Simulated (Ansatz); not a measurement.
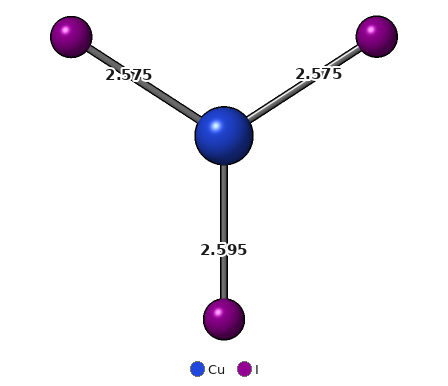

The surroundings of site Cu1 (at 0.500, 0.083, 0.750) in CuI (Cmcm), with bond lengths in Å.

Source of the atomic positions: the end point of a relaxation with DFT, r2SCAN+rVV10, plane waves, PAW (Ansatz).

```
CELL_PARAMETERS angstrom
7.00748 0.00000 0.00000
0.00000 7.18630 0.00000
0.00000 0.00000 4.32201
ATOMIC_POSITIONS crystal
Cu 0.50000 0.08320 0.75000
Cu 0.50000 0.91680 0.25000
I 0.50000 0.72205 0.75000
I 0.50000 0.27795 0.25000
Cu 0.00000 0.58320 0.75000
Cu 0.00000 0.41680 0.25000
I 0.00000 0.22205 0.75000
I 0.00000 0.77795 0.25000
```

Bond valence s = exp((R0 − d)/b), R0 fitted to published crystal structures with b = 0.37 Å; R0 in Å: Cu+–I 2.134.

Calculate the bond-valence sum of Cu1 from the bonds drawn.

2 × 0.304 + 1 × 0.288 = 0.89 v.u., against a formal valence of 1: underbonded (bonds long for this ion) by 0.11.

And over the whole structure?

```csv
site,"x, y, z",formal valence,bond-valence sum,difference
Cu1,"0.500, 0.083, 0.750",+1,0.93,-0.07
I1,"0.500, 0.722, 0.750",−1,0.93,-0.07
```

These sums include all anions within 5 Å. The global instability index (root mean square of the differences over all atoms) is 0.07 v.u.: little strain.
